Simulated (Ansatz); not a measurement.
**Run report: B24HN23, geometry relaxation (part 1 of 3)**

B24HN23 (defect cell, 48 atoms in the cell), computed with DFT PBE, scalar-relativistic, plane waves, PAW, spin-polarised (Ansatz 0.2.0).

The structure derives from a Materials Project entry.

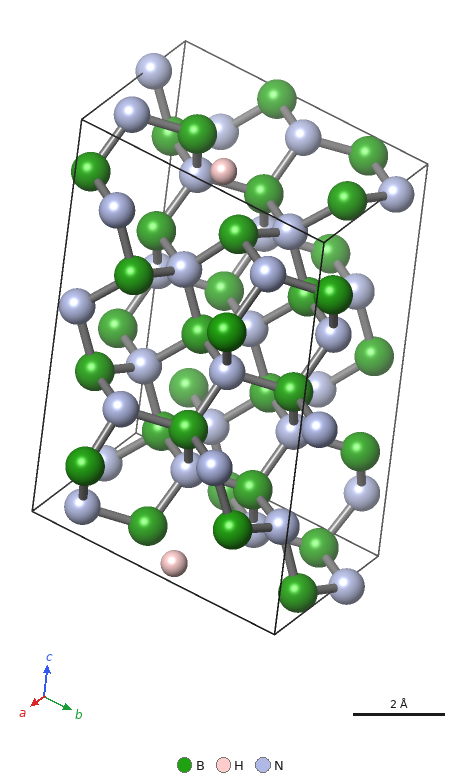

*The structure as given in the input (ball-and-stick view of the cell of the calculation, seen slightly off an axis). An atom can appear more than once, as a periodic image.*

### The input
```yaml
crystal:
  lattice:
    - [-3.830909, 2.211777, -4.226855]
    - [3.830909, -2.211777, -4.226855]
    - [-3.830909, -6.63533, 4.226855]
  atoms:
    - { symbol: B, position: [0.66694585, 0.3341997747, 0.0009850097], spin: 0.5 }
    - { symbol: B, position: [0.1679445613, 0.8269204144, 0.0003703015] }
    - { symbol: B, position: [0.833472, 0.000138, 0.833333] }
    - { symbol: B, position: [0.333472, 0.500138, 0.833333] }
    - { symbol: B, position: [0.000138, 0.666804, 0.666667] }
    - { symbol: B, position: [0.5039576364, 0.1637377383, 0.6677027905] }
    - { symbol: B, position: [0.166805, 0.333471, 0.5] }
    - { symbol: B, position: [0.666805, 0.833471, 0.5] }
    - { symbol: B, position: [0.333472, 0.000138, 0.333333] }
    - { symbol: B, position: [0.8342361723, 0.5050485601, 0.3343380317] }
    - { symbol: B, position: [0.4940821163, 0.6608697026, 0.1613864995] }
    - { symbol: B, position: [0.0032433581, 0.1840201559, 0.1735685484] }
    - { symbol: B, position: [0.5863675323, 0.9196440211, -0.0017498884] }
    - { symbol: B, position: [0.080347006, 0.4125042467, -0.0028713607], spin: 0.5 }
    - { symbol: B, position: [0.7471113219, 0.5722110356, 0.8359527565], spin: 0.5 }
    - { symbol: B, position: [0.250138, 0.083472, 0.833333] }
    - { symbol: B, position: [0.9231813662, 0.250982698, 0.6654258205] }
    - { symbol: B, position: [0.416804, 0.750138, 0.666667] }
    - { symbol: B, position: [0.083471, 0.916805, 0.5] }
    - { symbol: B, position: [0.583471, 0.416805, 0.5] }
    - { symbol: B, position: [0.2474626512, 0.5868167223, 0.3361481885] }
    - { symbol: B, position: [0.750138, 0.083472, 0.333333] }
    - { symbol: B, position: [0.416804, 0.250138, 0.166667] }
    - { symbol: B, position: [0.9189691806, 0.7568579582, 0.1746265756], spin: 0.5 }
    - { symbol: H, position: [0.8553892826, 0.5233698565, 0.0025182564], spin: 0.5 }
    - { symbol: "N", position: [0.354029, 0.020695, 0.0] }
    - { symbol: "N", position: [0.0121555536, 0.1858239934, 0.8286882719] }
    - { symbol: "N", position: [0.5232604507, 0.6886953868, 0.8343796623] }
    - { symbol: "N", position: [0.187362, 0.854028, 0.666667] }
    - { symbol: "N", position: [0.6920093246, 0.3580666613, 0.6679496049] }
    - { symbol: "N", position: [0.354029, 0.520695, 0.5] }
    - { symbol: "N", position: [0.854029, 0.020695, 0.5] }
    - { symbol: "N", position: [0.520696, 0.187362, 0.333333] }
    - { symbol: "N", position: [0.0257416429, 0.694514407, 0.3345024081] }
    - { symbol: "N", position: [0.6847731114, 0.8592617506, 0.1683210583] }
    - { symbol: "N", position: [0.1946919525, 0.3600151052, 0.1673347414] }
    - { symbol: "N", position: [0.7724064185, 0.1097917118, 0.0010155537] }
    - { symbol: "N", position: [0.2711544507, 0.6028148495, -0.0031297169] }
    - { symbol: "N", position: [0.9330994647, 0.7738423488, 0.8352318663] }
    - { symbol: "N", position: [0.4399100643, 0.270967353, 0.8319665039] }
    - { symbol: "N", position: [0.104028, 0.437362, 0.666667] }
    - { symbol: "N", position: [0.604028, 0.937362, 0.666667] }
    - { symbol: "N", position: [0.270695, 0.104029, 0.5] }
    - { symbol: "N", position: [0.770695, 0.604029, 0.5] }
    - { symbol: "N", position: [0.437362, 0.770696, 0.333333] }
    - { symbol: "N", position: [0.937362, 0.270696, 0.333333] }
    - { symbol: "N", position: [0.6017343601, 0.4414079047, 0.1651325037] }
    - { symbol: "N", position: [0.1066294032, 0.9447274478, 0.1646771001] }
magnetization:
  spin_polarized: true
basis:
  ecutwfc: 420
  fft_grid_basis: typed
kpoints:
  mp_grid: { grid: [2, 2, 2] }
hamiltonian:
  xc: pbe
  pseudopotentials: { kind: paw }
scf:
  occupations: { method: gaussian, width: 0.05 }
output:
  forces: true
  stress: false
  eigenvalues: false
  bader: false
  write_density: false
  volumetric_format: npy
  populations: true
relax:
  adjacent_minimum: "off"
  max_steps: 30
  f_tol: 0.05
```

Launch command:
```bash
ansatz run input.yaml --threads 4 --pin off --max-ram 10240MiB --backend cpu --events-out ev --progress --plain --runs-dir out
```

### What the program printed
```
settings of this run that can trade accuracy for cost: output.eigenvalues: false. Do not mix this run's numbers with those of runs without the same settings; the input reference describes each key
Engine: ansatz 0.2.0, aarch64-unknown-linux-gnu
Pseudopotentials: kind: paw
Pseudopotential: B, paw, valence charge 3, recommended cutoff 420 eV (normal), B.paw.azcp
Pseudopotential: H, paw, valence charge 1, recommended cutoff 420 eV (normal), H.paw.azcp
Pseudopotential: N, paw, valence charge 5, recommended cutoff 420 eV (normal), N.paw.azcp
Functional definition: PBE
  parameter kappa = 0.804
  parameter beta = 0.06672455060314922
  exchange = pbe_x(kappa = kappa, mu = beta*pi^2/3)
  correlation = pbe_c(beta = beta)
Crystal: 48 atoms, lattice volume = 286.517 Å³
Basis set: ecut = 420 eV, 5613 PW (Γ), exchange–correlation on 90×90×120 points (8 copies of the dense FFT grid, shifted against one another)
Bands: 144, of which v1, the nominal top of the filled ones, is band 94 counted from 1 (93 counted from 0)
Symmetry: 1 space group operations
Space group: P1 (ITA 1), of the structure as read, at distance tolerance 6.6e-5 Å
Magnetic group: BNS 1.1 (UNI 1), of the structure as read, at distance tolerance 6.6e-5 Å
k-points: 8
Non-local potential: B, projectors of the file, l = 0: 2, l = 1: 2, l = 2: 1
Non-local potential: H, projectors of the file, l = 0: 2, l = 1: 1
Non-local potential: N, projectors of the file, l = 0: 2, l = 1: 2, l = 2: 1
PAW form: soft (Blöchl's): semilocal exchange-correlation on the pseudo side does not see the compensation charge
PAW one-centre angular grid: B, 110 points (default); XC on 64 Gauss nodes
PAW one-centre angular grid: H, 110 points (default); XC on 64 Gauss nodes
PAW one-centre angular grid: N, 110 points (default); XC on 64 Gauss nodes
Initial density: superposition of atomic densities (chi_scale 0.1, normalization cell, long waves kept (reshape's long-wave potential 0.18 eV rms))
Starting moments: Σ|m| = 2.5 μB on 5 of 48 sites
Initial wavefunctions: pseudopotential atomic-orbital guess
Functional: x = pbe(κ = 0.804, μ = 0.2195149727645171), c = pbe(β = 0.06672455060314922)
SCF iter   1: F=—  HF=-12649.898167 eV  |F-HF|=—  |Δ(HF+E_count)|=         —  Δρ=7.03e-2 (↑7.00e-2 ↓7.03e-2)  dr2=4.55e1  dr2_m=2.27e-1  M=2.000 μB ∫|m|=2.045 μB  β_m=0.30  ethr=3.10e-3  ⟨swp⟩=6.0  Hψ=9593  notcnv=0  defer=315
preconditioner: auto → Kerker (q_TF=auto, 2.543 Å⁻¹)  [metal: Δε(μ)=0.036 eV  Ē_g=17.707 eV  σ=0.050 eV  W_gap=0.39  n_scr=78 (ndim 8)  ℏωp=30.1 eV  f_vac=0.000  D(μ)=4.90/eV (n_scr^D=32)]
spin=Collinear: Kerker preconditioning applied to the charge; magnetization (m = ρ↑ − ρ↓) channel mixes plain (no charge-response kernel on spin).
SCF iter   2: F=—  HF=-12641.435163 eV  |F-HF|=—  |Δ(HF+E_count)|=    8.46e0  Δρ=4.71e-2 (↑4.68e-2 ↓4.71e-2)  dr2=1.98e1  dr2_m=1.31e-1  M=2.000 μB ∫|m|=2.039 μB  β_m=0.30  ethr=3.10e-3  ⟨swp⟩=2.0  Hψ=3926  notcnv=0  defer=679
SCF iter   3: F=—  HF=-12635.988844 eV  |F-HF|=—  |Δ(HF+E_count)|=    5.45e0  Δρ=2.08e-2 (↑2.01e-2 ↓2.08e-2)  dr2=3.03e0  dr2_m=6.59e-2  M=2.000 μB ∫|m|=2.034 μB  β_m=0.30  ethr=3.10e-3  ⟨swp⟩=2.3  Hψ=3260  notcnv=0  defer=679
SCF iter   4: F=—  HF=-12635.478713 eV  |F-HF|=—  |Δ(HF+E_count)|=   5.10e-1  Δρ=5.68e-3 (↑5.68e-3 ↓5.25e-3)  dr2=1.40e-1  dr2_m=4.19e-2  M=2.000 μB ∫|m|=2.034 μB  β_m=0.30  ethr=1.61e-3  ⟨swp⟩=3.1  Hψ=3826  notcnv=0  defer=685
SCF iter   5: F=—  HF=-12635.546926 eV  |F-HF|=—  |Δ(HF+E_count)|=   6.82e-2  Δρ=4.71e-3 (↑4.71e-3 ↓4.14e-3)  dr2=7.53e-2  dr2_m=2.50e-2  M=2.000 μB ∫|m|=2.036 μB  β_m=0.30  ethr=7.44e-5  ⟨swp⟩=2.0  Hψ=2371  notcnv=0  defer=685
SCF iter   6: F=—  HF=-12635.608251 eV  |F-HF|=—  |Δ(HF+E_count)|=   6.13e-2  Δρ=2.88e-3 (↑2.88e-3 ↓2.37e-3)  dr2=3.09e-2  dr2_m=1.37e-2  M=2.000 μB ∫|m|=2.037 μB  β_m=0.30  ethr=4.01e-5  ⟨swp⟩=2.0  Hψ=3238  notcnv=0  defer=685
SCF iter   7: F=—  HF=-12635.617789 eV  |F-HF|=—  |Δ(HF+E_count)|=   9.54e-3  Δρ=2.08e-3 (↑2.08e-3 ↓1.86e-3)  dr2=1.73e-2  dr2_m=8.07e-3  M=2.000 μB ∫|m|=2.041 μB  β_m=0.30  ethr=1.64e-5  ⟨swp⟩=2.0  Hψ=2907  notcnv=0  defer=685
Mixer restart at iter 7: flushing history
spin-set hold released at iteration 7 (site moments contracting): the magnetisation degrees of freedom join the quasi-Newton model from the next iteration; the mixer history was flushed
SCF iter   8: F=—  HF=-12635.624306 eV  |F-HF|=—  |Δ(HF+E_count)|=   6.52e-3  Δρ=1.52e-3 (↑1.52e-3 ↓1.43e-3)  dr2=8.18e-3  dr2_m=5.07e-3  M=2.000 μB ∫|m|=2.044 μB  β_m=0.58  ethr=9.23e-6  ⟨swp⟩=2.0  Hψ=2754  notcnv=0  defer=685
SCF iter   9: F=—  HF=-12635.634974 eV  |F-HF|=—  |Δ(HF+E_count)|=   1.07e-2  Δρ=9.55e-4 (↑9.55e-4 ↓5.03e-4)  dr2=5.01e-3  dr2_m=1.13e-3  M=2.000 μB ∫|m|=2.054 μB  β_m=0.79  ethr=4.35e-6  ⟨swp⟩=2.0  Hψ=2970  notcnv=0  defer=685
SCF iter  10: F=—  HF=-12635.636217 eV  |F-HF|=—  |Δ(HF+E_count)|=   1.24e-3  Δρ=2.60e-4 (↑2.60e-4 ↓1.25e-4)  dr2=1.20e-3  dr2_m=3.65e-5  M=2.000 μB ∫|m|=2.059 μB  β_m=0.90  ethr=2.66e-6  ⟨swp⟩=2.0  Hψ=2904  notcnv=0  defer=685
SCF iter  11: F=—  HF=-12635.636013 eV  |F-HF|=—  |Δ(HF+E_count)|=   2.03e-4  Δρ=1.69e-4 (↑1.69e-4 ↓7.25e-5)  dr2=2.53e-4  dr2_m=1.73e-5  M=2.000 μB ∫|m|=2.059 μB  β_m=0.94  ethr=6.38e-7  ⟨swp⟩=2.0  Hψ=2967  notcnv=0  defer=685
SCF iter  12: F=—  HF=-12635.635980 eV  |F-HF|=—  |Δ(HF+E_count)|=   3.30e-5  Δρ=1.25e-4 (↑1.25e-4 ↓2.53e-5)  dr2=7.85e-5  dr2_m=1.04e-5  M=2.000 μB ∫|m|=2.059 μB  β_m=0.97  ethr=1.35e-7  ⟨swp⟩=2.0  Hψ=2662  notcnv=0  defer=685
SCF iter  13: F=-12635.635972 eV  HF=-12635.635976 eV  |F-HF|=4.18e-6  |Δ(HF+E_count)|=   4.05e-6  Δρ=1.47e-5 (↑1.47e-5 ↓1.12e-5)  dr2=5.50e-6  dr2_m=6.62e-8  M=2.000 μB ∫|m|=2.059 μB  ethr=3.32e-8  ⟨swp⟩=3.0  Hψ=5110  notcnv=0
SCF 1 converged in 13 iterations: F = -12635.635972 eV  dr2 = 5.50e-6
  greatest PAW one-centre occupation: 0.791 electrons in one spin orbital (limit 2), on the N atom at site 37 (counted from 0), in its partial waves of l = 0
relax step   1: F+E_penalty+E_count = -12635.63597190 eV  Δ(F+E_penalty+E_count) = +0.000e0 eV  max|allowed force component| = 2.744e0 eV/Å  Δτ_max = 0.0000 Å  (13 SCF iters, dr2 threshold 6.25e-5 eV, accepted)
Initial density: handed on by an earlier stage of this run
Starting moments: Σ|m| = 2.5 μB on 5 of 48 sites; this step starts from the density that it was given
Initial wavefunctions: those handed on with the density
iter 1 solved again at ethr=7.68e-5 eV; its pass at ethr=3.10e-3 eV (dr2=1.44e-1 eV) is discarded
SCF iter   1: F=—  HF=-12636.663235 eV  |F-HF|=—  |Δ(HF+E_count)|=         —  Δρ=5.37e-3 (↑5.37e-3 ↓4.91e-3)  dr2=1.47e-1  dr2_m=1.04e-2  M=2.000 μB ∫|m|=2.069 μB  β_m=0.30  ethr=7.68e-5  ⟨swp⟩=1.8  Hψ=8307  notcnv=0  defer=673
preconditioner: auto → Resta (q_TF=auto, 2.543 Å⁻¹)  ε∞=4.0  [insulator: Δε(μ)=0.387 eV  Ē_g=17.336 eV  σ=0.050 eV  W_gap=1.00  n_scr=78 (ndim 8)  ℏωp=30.1 eV  f_vac=0.000  D(μ)=0.00/eV (n_scr^D=0)  ε∞_Penn≈4.0]
spin=Collinear: Resta preconditioning applied to the charge; magnetization (m = ρ↑ − ρ↓) channel mixes plain (no charge-response kernel on spin).
SCF iter   2: F=—  HF=-12636.655517 eV  |F-HF|=—  |Δ(HF+E_count)|=   7.72e-3  Δρ=3.84e-3 (↑3.84e-3 ↓3.50e-3)  dr2=6.94e-2  dr2_m=5.78e-3  M=2.000 μB ∫|m|=2.070 μB  β_m=0.64  ethr=7.68e-5  ⟨swp⟩=1.5  Hψ=1650  notcnv=0  defer=673
SCF iter   3: F=—  HF=-12636.654324 eV  |F-HF|=—  |Δ(HF+E_count)|=   1.19e-3  Δρ=6.03e-4 (↑6.03e-4 ↓4.90e-4)  dr2=1.76e-3  dr2_m=2.15e-4  M=2.000 μB ∫|m|=2.073 μB  β_m=0.65  ethr=3.69e-5  ⟨swp⟩=2.1  Hψ=2907  notcnv=0  defer=673
SCF iter   4: F=—  HF=-12636.654488 eV  |F-HF|=—  |Δ(HF+E_count)|=   1.64e-4  Δρ=1.89e-4 (↑1.89e-4 ↓1.44e-4)  dr2=1.20e-4  dr2_m=2.63e-5  M=2.000 μB ∫|m|=2.074 μB  β_m=0.80  ethr=9.36e-7  ⟨swp⟩=2.0  Hψ=3283  notcnv=0  defer=675
iter 5 did not close the SCF: its close was put off for a magnetic moment that had not settled (scf_convergence_deferred on its scf_iter line)
SCF iter   5: F=-12636.654562 eV  HF=-12636.654560 eV  |F-HF|=1.56e-6  |Δ(HF+E_count)|=   7.29e-5  Δρ=5.65e-5 (↑5.65e-5 ↓2.97e-5)  dr2=9.73e-6  dr2_m=2.82e-6  M=2.000 μB ∫|m|=2.074 μB  β_m=0.90  ethr=5.32e-8  ⟨swp⟩=2.0  Hψ=6039  notcnv=0
SCF iter   6: F=-12636.654566 eV  HF=-12636.654566 eV  |F-HF|=5.54e-7  |Δ(HF+E_count)|=   6.02e-6  Δρ=1.08e-5 (↑9.26e-6 ↓1.08e-5)  dr2=9.57e-7  dr2_m=4.60e-8  M=2.000 μB ∫|m|=2.075 μB  ethr=5.18e-9  ⟨swp⟩=1.0  Hψ=5374  notcnv=0
SCF 2 converged in 6 iterations: F = -12636.654566 eV  dr2 = 9.57e-7
  greatest PAW one-centre occupation: 0.790 electrons in one spin orbital (limit 2), on the N atom at site 37 (counted from 0), in its partial waves of l = 0
relax step   2: F+E_penalty+E_count = -12636.65456590 eV  Δ(F+E_penalty+E_count) = -1.019e0 eV  max|allowed force component| = 1.506e0 eV/Å  Δτ_max = 0.1024 Å  (6 SCF iters, dr2 threshold 1.00e-4 eV, accepted)
[... from here on the SCF iterations and repeated set-up lines of each step are left out, up to the last step ...]
SCF 3 converged in 6 iterations: F = -12636.856494 eV  dr2 = 1.12e-6
relax step   3: F+E_penalty+E_count = -12636.85649433 eV  Δ(F+E_penalty+E_count) = -2.019e-1 eV  max|allowed force component| = 3.688e-1 eV/Å  Δτ_max = 0.0535 Å  (6 SCF iters, dr2 threshold 1.00e-4 eV, accepted)
SCF 4 converged in 6 iterations: F = -12636.889175 eV  dr2 = 2.27e-7
relax step   4: F+E_penalty+E_count = -12636.88917467 eV  Δ(F+E_penalty+E_count) = -3.268e-2 eV  max|allowed force component| = 2.806e-1 eV/Å  Δτ_max = 0.0288 Å  (6 SCF iters, dr2 threshold 8.50e-6 eV, accepted)
SCF 5 converged in 6 iterations: F = -12636.930093 eV  dr2 = 1.02e-7
relax step   5: F+E_penalty+E_count = -12636.93009268 eV  Δ(F+E_penalty+E_count) = -4.092e-2 eV  max|allowed force component| = 5.571e-1 eV/Å  Δτ_max = 0.0889 Å  (6 SCF iters, dr2 threshold 4.92e-6 eV, accepted)
SCF 6 converged in 5 iterations: F = -12637.005791 eV  dr2 = 2.31e-6
relax step   6: F+E_penalty+E_count = -12637.00579059 eV  Δ(F+E_penalty+E_count) = -7.570e-2 eV  max|allowed force component| = 7.531e-1 eV/Å  Δτ_max = 0.1086 Å  (5 SCF iters, dr2 threshold 1.00e-4 eV, accepted)
SCF 7 converged in 11 iterations: F = -12637.115752 eV  dr2 = 7.80e-7
relax step   7: F+E_penalty+E_count = -12637.11575203 eV  Δ(F+E_penalty+E_count) = -1.100e-1 eV  max|allowed force component| = 2.035e0 eV/Å  Δτ_max = 0.1048 Å  (11 SCF iters, dr2 threshold 1.00e-4 eV, accepted)
SCF 8 converged in 9 iterations: F = -12637.898084 eV  dr2 = 4.03e-7
```
